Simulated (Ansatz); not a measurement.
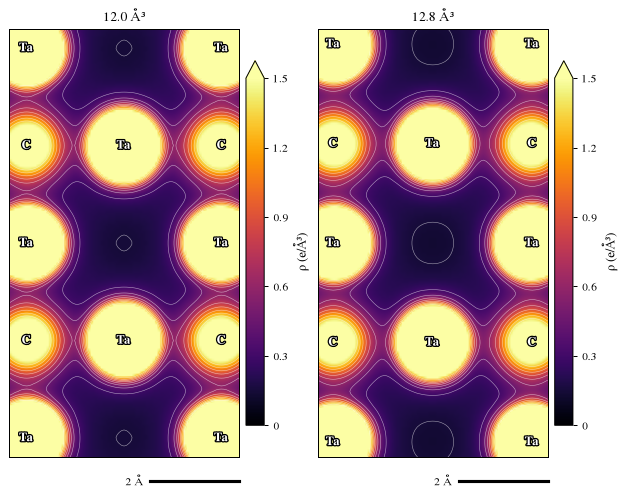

Ta4C3. The valence electron density of cells scaled evenly to different volumes (given per atom above each panel), on the (010) plane of each (indices in the axes of the cell below), at one length scale and on one colour scale.

A structure from a database of computed crystals, not necessarily the ambient phase.

These are results of DFT r2SCAN, scalar-relativistic, plane waves, PAW in Ansatz, not measurements.

The density is the valence pseudo-density of a PAW calculation; it isn't the true density close to the nuclei.

The largest cell:

```xyz
7
Lattice="4.4686 0.0000 0.0000 0.0000 4.4686 0.0000 0.0000 0.0000 4.4686" Properties=species:S:1:pos:R:3 pbc="T T T"
Ta    0.0000    2.2343    2.2343
Ta    2.2343    0.0000    2.2343
Ta    2.2343    2.2343    0.0000
Ta    0.0000    0.0000    0.0000
C     2.2343    0.0000    0.0000
C     0.0000    2.2343    0.0000
C     0.0000    0.0000    2.2343
```

| volume (Å³/atom) | Ta–C contact in the plane (Å) | ρ at its midpoint (e/Å³) | pressure (GPa) | 
| --- | --- | --- | --- |
| 12.00 | 2.190 | 0.601 | 10.0 | 
| 12.38 | 2.212 | ? | ? | 
| 12.75 | 2.234 | 0.551 | −8.5 | 

Q: What values belong in the row with question marks?

A: Over the known rows ln ρ falls by 1.97 per Å of Ta–C distance (the line through the two), which gives 0.575 e/Å³ at 2.212 Å; the calculation gives 0.575 e/Å³. For the pressure, a straight line in volume between the neighbouring rows gives 0.6 GPa; the calculation gives 0.0, lower because pressure rises ever faster on compression.
